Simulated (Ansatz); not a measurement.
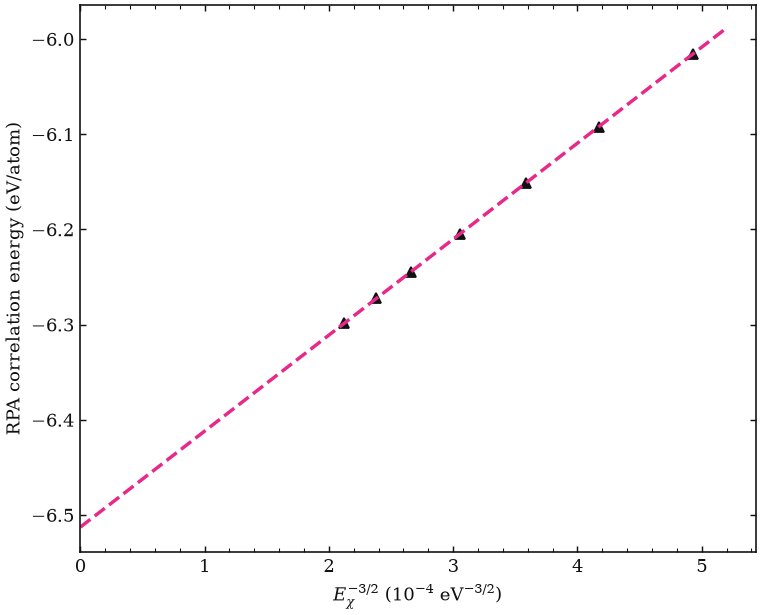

RPA correlation energy at response cutoffs from 160 to 281 eV.
SiC (F-43m, 2 atoms in the cell); Ansatz, RPA correlation and exact exchange on PBE orbitals, soft PAW set, first generation; cutoff 420 eV, 120 empty bands, 4×4×4 k-mesh.

Q: Extrapolate to the basis limit.

A: About −6.51 eV per atom by a fit through all points (−6.51 from the last two alone), at the number of bands used. The largest cutoff gives −6.30, so about 210 meV per atom (3.3 %) is still missing. The error falls as the cutoff to the power −3/2, which is why the points lie on a line here.
